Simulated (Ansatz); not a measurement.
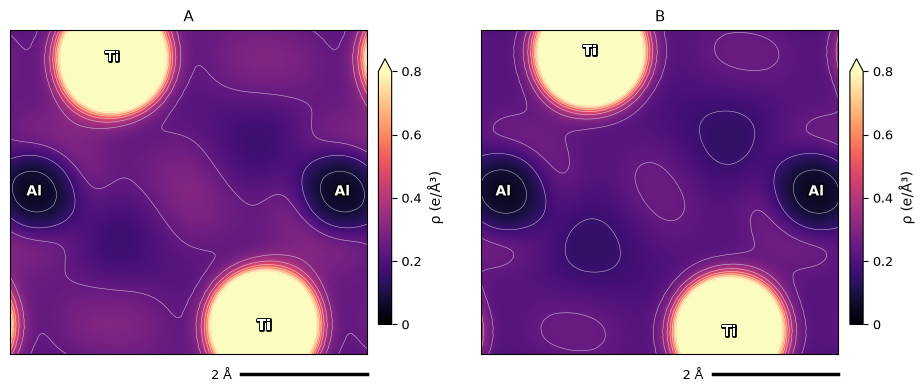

TiAl3. The valence charge density (pseudo) of two cells that differ in size and shape, on the (11̄0) plane of each (indices in the axes of the calculation cell), at one length scale and on one colour scale: B has 14.5 Å³ an atom and A 13.0.

Method: Ansatz 0.2.0, DFT LDA, scalar-relativistic, plane waves, PAW.

The density is the valence pseudo-density of a PAW calculation; it isn't the true density close to the nuclei.

The larger cell:

```
CELL_PARAMETERS angstrom
-1.75085 1.95868 4.24176
1.75085 -1.95868 4.24176
1.75085 1.95868 -4.24176
ATOMIC_POSITIONS crystal
Ti 0.00000 0.00000 0.00000
Al 0.50000 0.50000 0.00000
Al 0.75000 0.25000 0.50000
Al 0.25000 0.75000 0.50000
```

The smaller cell: a = 4.912 Å, b = 4.912 Å, c = 4.912 Å, α = 138.23°, β = 138.23°, γ = 60.55°.

What changes from the larger cell to the smaller?

From the larger cell to the smaller, Ti–Al goes from 2.63 to 2.48 Å, and the density at its midpoint from 0.26 to 0.31 e/Å³; the pressure goes from 5 to 25 GPa.

PAW datasets: the set soft_1.
